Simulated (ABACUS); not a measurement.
# Single-point calculation at one volume of an equation of state, with input and output: KF (part 1 of 2)

- system: KF (Fm-3m, 2 atoms in the cell)
- method: Kohn-Sham DFT of a periodic cell, PBE, PseudoDojo NC SR 0.4.1 PBE standard, no spin polarisation (ABACUS 3.10.1)

The structure derives from an entry of the Crystallography Open Database. It belongs to a series of runs on one base structure; here: volume scaled by 1.06.

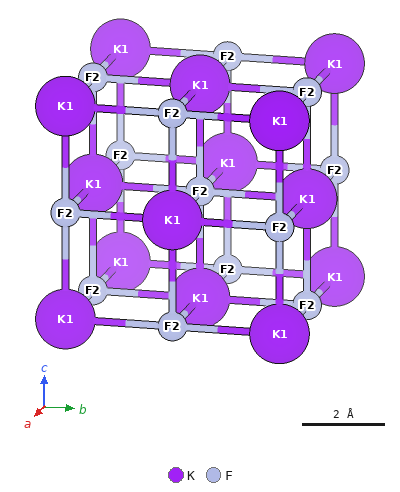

**Figure 1.** The structure (ball-and-stick view of the cell 4 times as large as that of the calculation, set on its symmetry axes, seen slightly off an axis; atoms are numbered from 1 in the order of the input). Near neighbours in the crystal (not all of them lie inside the picture): K has 6 F at 2.72 Å; F has 6 K at 2.72 Å.

### Summary

| quantity | value |
| --- | --- |
| outcome | converged |
| space group (tolerance 0.01 Å) | Fm-3m (225) |
| electrons treated | 16 |
| free energy | −1491.7606 eV |
| Fermi energy | 4.569 eV |
| gap on the k-point mesh | 5.75 eV |
| pressure | −0.84 GPa |
| largest force (length of the vector) | under 0.001 eV/Å |
| hardware | 4 threads of INTEL XEON PLATINUM @ 2.10GHz (Emerald Rapids), 24 GiB of memory available, shared host |
| wall time | 5 s (CPU time 20 s) |
| peak memory | 0.44 GiB |

### Notes

Points of doubt noted for this run: home made orbitals.

### Input
```
INPUT_PARAMETERS
suffix              KF
calculation         scf
basis_type          lcao
pseudo_dir          ./
orbital_dir         ./
symmetry            1
dft_functional      pbe
ecutwfc             100
pseudo_rcut         10
nspin               1
nbands              12
ks_solver           genelpa
smearing_method     fd
smearing_sigma      0.00367493
scf_thr             1e-07
scf_nmax            100
mixing_type         broyden
mixing_beta         0.7
cal_force           1
cal_stress          1
out_mul             1
```

### File STRU
```
ATOMIC_SPECIES
K 39.0983 K.upf
F 18.9984 F.upf

NUMERICAL_ORBITAL
K_confined-atom_10au_3s2p1d.orb
F_confined-atom_6au_2s2p1d.orb

LATTICE_CONSTANT
1.8897261246

LATTICE_VECTORS
0.0000000000 2.7242525196 2.7242525196
2.7242525196 0.0000000000 2.7242525196
2.7242525196 2.7242525196 0.0000000000

ATOMIC_POSITIONS
Direct

K
0.0
1
0.0000000000 0.0000000000 0.0000000000 1 1 1

F
0.0
1
0.5000000000 0.5000000000 0.5000000000 1 1 1
```

### File KPT
```
K_POINTS
0
Gamma
9 9 9 0 0 0
```

Command:
```bash
OMP_NUM_THREADS=1 mpirun -np 4 abacus > log
```

### What the program printed
```
ABACUS v3.10.1

               Atomic-orbital Based Ab-initio Computation at UStc

 ------------------------------------------------------------------------------------

 READING GENERAL INFORMATION
                           global_out_dir = OUT.KF/
                           global_in_card = INPUT
                               pseudo_dir = ./
                              orbital_dir = ./
                                    DSIZE = 4
                                    GSIZE = 1

 READING UNITCELL INFORMATION
                                    ntype = 2
                  lattice constant (Bohr) = 1.88973
              lattice constant (Angstrom) = 1

 READING ATOM TYPE 1
                               atom label = K
                      L=0, number of zeta = 3
                      L=1, number of zeta = 2
                      L=2, number of zeta = 1
             number of atom for this type = 1

 READING ATOM TYPE 2
                               atom label = F
                      L=0, number of zeta = 2
                      L=1, number of zeta = 2
                      L=2, number of zeta = 1
             number of atom for this type = 1

                        TOTAL ATOM NUMBER = 2
DIRECT COORDINATES
    atom                   x                   y                   z     mag                  vx                  vy                  vz
taud_K1            0.0000000000        0.0000000000        0.0000000000  0.0000        0.0000000000        0.0000000000        0.0000000000
taud_F1            0.5000000000        0.5000000000        0.5000000000  0.0000        0.0000000000        0.0000000000        0.0000000000

                          Volume (Bohr^3) = 272.878
                             Volume (A^3) = 40.4363

 Lattice vectors: (Cartesian coordinate: in unit of a_0)
                   +0            +2.72425            +2.72425
             +2.72425                  +0            +2.72425
             +2.72425            +2.72425                  +0
 Reciprocal vectors: (Cartesian coordinate: in unit of 2 pi/a_0)
            -0.183537           +0.183537           +0.183537
            +0.183537           -0.183537           +0.183537
            +0.183537           +0.183537           -0.183537
 The esolver type has been set to : ksdft_lcao

                PAO radial cut off (Bohr) = 10

 Read in pseudopotential file is K.upf
                     pseudopotential type = NC
          exchange-correlation functional = PBE
                 nonlocal core correction = 1
                        valence electrons = 9
                                     lmax = 2
                           number of zeta = 3
                     number of projectors = 6
                           L of projector = 0
                           L of projector = 0
                           L of projector = 1
                           L of projector = 1
                           L of projector = 2
                           L of projector = 2
                PAO radial cut off (Bohr) = 10

 Read in pseudopotential file is F.upf
                     pseudopotential type = NC
          exchange-correlation functional = PBE
                 nonlocal core correction = 1
                        valence electrons = 7
                                     lmax = 2
                           number of zeta = 2
                     number of projectors = 5
                           L of projector = 0
                           L of projector = 0
                           L of projector = 1
                           L of projector = 1
                           L of projector = 2
     initial pseudo atomic orbital number = 9

 SETUP THE ELECTRONS NUMBER
             electron number of element K = 9
       total electron number of element K = 9
             electron number of element F = 7
       total electron number of element F = 7
            AUTOSET number of electrons:  = 16
                           occupied bands = 8
                                   NLOCAL = 27
                                   NBANDS = 12
                                   NBANDS = 12
                                   NLOCAL = 27

%%%%%%%%%%%%%%%%%%%%%%%%%%%%%%%%%%%%%%%%%%%%%%%%%%%%%%%%%%%%%%%%%%%%%%%%%%%%%%%%%%%%%%%%%%%%%%%%%%%%%%%%%%
 Warning: the number of valence electrons in pseudopotential > 1 for K: [Ar] 4s1
 Pseudopotentials with additional electrons can yield (more) accurate outcomes, but may be less efficient.
 If you're confident that your chosen pseudopotential is appropriate, you can safely ignore this warning.
%%%%%%%%%%%%%%%%%%%%%%%%%%%%%%%%%%%%%%%%%%%%%%%%%%%%%%%%%%%%%%%%%%%%%%%%%%%%%%%%%%%%%%%%%%%%%%%%%%%%%%%%%%

 SETUP THE PLANE WAVE BASIS
 energy cutoff for charge/potential (unit:Ry) = 400
            fft grid for charge/potential = [ 48, 48, 48 ]
                        fft grid division = [ 4, 4, 4 ]
        big fft grid for charge/potential = [ 12, 12, 12 ]
                                     nbxx = 432
                                     nrxx = 27648

 SETUP PLANE WAVES FOR CHARGE/POTENTIAL
                    number of plane waves = 36685
                         number of sticks = 1459

 PARALLEL PW FOR CHARGE/POTENTIAL
     PROC   COLUMNS(POT)             PW
        1            365           9172
        2            365           9172
        3            364           9170
        4            365           9171
 --------------- sum -------------------
        4           1459          36685
                            number of |g| = 358
                                  max |g| = 36.111
                                  min |g| = 0

----------- Double Check Mixing Parameters Begin ------------
mixing_type: broyden
mixing_beta: 0.7
mixing_gg0: 1
mixing_gg0_min: 0.1
mixing_ndim: 8
----------- Double Check Mixing Parameters End ------------

 LATTICE VECTORS: (CARTESIAN COORDINATE: IN UNIT OF A0)
                   +0            +2.72425            +2.72425
             +2.72425                  +0            +2.72425
             +2.72425            +2.72425                  +0
                       right hand lattice = 1
                                   NORM_A = 3.85267
                                   NORM_B = 3.85267
                                   NORM_C = 3.85267
                           ALPHA (DEGREE) = 60
                           BETA  (DEGREE) = 60
                           GAMMA (DEGREE) = 60

 The lattice vectors have been changed (STRU_SIMPLE.cif)

(for optimal symmetric configuration:)
                             BRAVAIS TYPE = 3
                     BRAVAIS LATTICE NAME = 03. Cubic F (face-centered)
                                    ibrav = 3
                                    IBRAV = 3
                                  BRAVAIS = FACE CENTERED CUBIC
                       LATTICE CONSTANT A = 5.44851
Original cell was already a primitive cell.
                        ROTATION MATRICES = 48
              PURE POINT GROUP OPERATIONS = 48
                   SPACE GROUP OPERATIONS = 48
                              POINT GROUP = O_h
               POINT GROUP IN SPACE GROUP = O_h

 SETUP K-POINTS
                                    nspin = 1
                   Input type of k points = Monkhorst-Pack(Gamma)
                                   nkstot = 729
                       right hand lattice = 1
(for reciprocal lattice: )
                             BRAVAIS TYPE = 2
                     BRAVAIS LATTICE NAME = 02. Cubic I (body-centered)
                                    ibrav = 2
                       right hand lattice = 1
(for k-lattice: )
                             BRAVAIS TYPE = 2
                     BRAVAIS LATTICE NAME = 02. Cubic I (body-centered)
                                    ibrav = 2
                       right hand lattice = 1
                        ROTATION MATRICES = 48
                               nkstot_ibz = 35
K-POINTS REDUCTION ACCORDING TO SYMMETRY
     IBZ    DIRECT_X    DIRECT_Y    DIRECT_Z  WEIGHT  ibz2bz
       1  0.00000000  0.00000000  0.00000000  0.0014       0
       2  0.11111111  0.11111111  0.11111111  0.0110       1
       3  0.22222222  0.22222222  0.22222222  0.0110       2
       4  0.33333333  0.33333333  0.33333333  0.0110       3
       5  0.44444444  0.44444444  0.44444444  0.0110       4
       6  0.11111111  0.11111111  0.00000000  0.0082      10
       7  0.22222222  0.22222222  0.11111111  0.0329      11
       8  0.33333333  0.33333333  0.22222222  0.0329      12
       9  0.44444444  0.44444444  0.33333333  0.0329      13
      10 -0.44444444  0.44444444  0.44444444  0.0329      14
      11  0.44444444  0.33333333  0.33333333  0.0329      15
      12  0.22222222  0.22222222  0.33333333  0.0329      16
      13  0.22222222  0.11111111  0.11111111  0.0165      17
      14  0.22222222  0.22222222  0.00000000  0.0082      20
      15  0.33333333  0.11111111  0.33333333  0.0329      21
      16  0.44444444  0.44444444  0.22222222  0.0329      22
      17 -0.33333333  0.44444444  0.44444444  0.0329      23
      18 -0.44444444  0.33333333  0.33333333  0.0329      24
      19  0.44444444  0.22222222  0.22222222  0.0165      25
      20  0.33333333  0.33333333  0.00000000  0.0082      30
      21  0.44444444  0.44444444  0.11111111  0.0329      31
      22 -0.22222222  0.44444444  0.44444444  0.0329      32
      23 -0.33333333  0.33333333  0.33333333  0.0165      33
      24  0.44444444  0.44444444  0.00000000  0.0082      40
      25 -0.11111111  0.44444444  0.44444444  0.0165      41
      26  0.33333333  0.11111111  0.22222222  0.0329     102
      27  0.44444444  0.33333333  0.22222222  0.0658     103
      28 -0.44444444  0.44444444  0.33333333  0.0658     104
      29  0.44444444  0.33333333  0.11111111  0.0329     112
      30 -0.44444444  0.44444444  0.22222222  0.0658     113
[... 5 further k points ...]

                               nkstot now = 35
[... K-POINTS DIRECT COORDINATES: 35 rows ...]

           k-point number in this process = 35
       minimum distributed K point number = 35
[... stars of the k points ...]

[... K-POINTS CARTESIAN COORDINATES: 35 rows ...]

[... K-POINTS DIRECT COORDINATES: 35 rows ...]

 SETUP PLANE WAVES FOR WAVE FUNCTIONS
     energy cutoff for wavefunc (unit:Ry) = 100
              fft grid for wave functions = [ 48, 48, 48 ]
                    number of plane waves = 5961
                         number of sticks = 433

 PARALLEL PW FOR WAVE FUNCTIONS
     PROC   COLUMNS(POT)             PW
        1            109           1492
        2            108           1489
        3            108           1489
        4            108           1491
 --------------- sum -------------------
        4            433           5961

 SET NONLOCAL PSEUDOPOTENTIAL PROJECTORS
 SET NONLOCAL PSEUDOPOTENTIAL PROJECTORS
 max number of nonlocal projetors among all species is 6

 -------------------------------------------
 SELF-CONSISTENT
 -------------------------------------------

 SETUP SEARCHING RADIUS FOR PROGRAM TO SEARCH ADJACENT ATOMS
                  longest orb rcut (Bohr) = 10
   longest nonlocal projector rcut (Bohr) = 1.66
                     search radius (Bohr) = 23.3
              searching radius is (Bohr)) = 23.3
         searching radius unit is (Bohr)) = 1.89
                         PeriodicBoundary = 1
                        Radius(unit:lat0) = 12.3
                                   glayer = [ 5, 5, 5 ]
                             glayer_minus = [ 4, 4, 4 ]

Find the coordinate range of the input atom(unit:lat0).
                                  min_tau = [ -21.8, -21.8, -21.8 ]
                                  max_tau = [ 24.5, 24.5, 24.5 ]
                                BoxNumber = [ 9, 9, 9 ]

 SETUP EXTENDED REAL SPACE GRID FOR GRID INTEGRATION
                          real space grid = [ 48, 48, 48 ]
                 big cell numbers in grid = [ 12, 12, 12 ]
             meshcell numbers in big cell = [ 4, 4, 4 ]
                        extended fft grid = [ 21, 21, 21 ]
                dimension of extened grid = [ 55, 55, 55 ]
                            UnitCellTotal = 125
              Atom number in sub-FFT-grid = 2
    Local orbitals number in sub-FFT-grid = 27
                                ParaV.nnr = 23912
                                 init_chg = atomic

 LCAO ALGORITHM --------------- ION=   1  ELEC=   1--------------------------------
```
